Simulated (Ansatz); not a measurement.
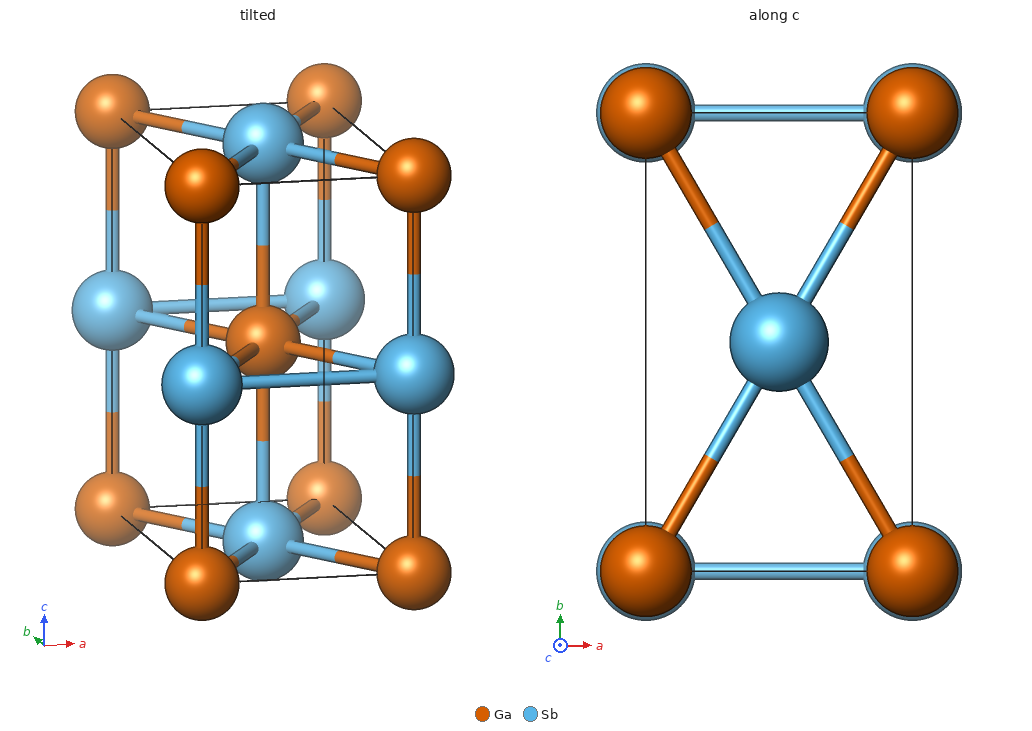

Structure drawing (ball-and-stick), viewed slightly off an axis and along the c axis. The edges of the conventional unit cell are marked. Cell: a = 3.112 Å, b = 5.350 Å, c = 5.787 Å, α = 90.00°, β = 90.00°, γ = 90.00°.

State composition, symmetry and coordination.

- Chemical formula GaSb.
- The symmetry is that of Immm (No. 71), on a body-centred orthorhombic lattice.
- There are 4 atoms in the cell: 2 Ga, 2 Sb.
- The coordination shell of Ga holds six Sb at about 2.9 to 3.1 Å. Sb bonds to six Ga and two Sb (about 2.9 to 3.1 Å to Ga, 3.1 Å to Sb).
- The bonds build a three-dimensional framework.

Source of the structure: a structure listed in the Materials Project. Earlier steps of the study may have refined or changed the cell and positions. A calculation with Ansatz used it as input.

At this level of theory the cell isn't at rest (stretched, at -4 GPa), so its distances can differ from those at equilibrium, the more so the softer the solid.
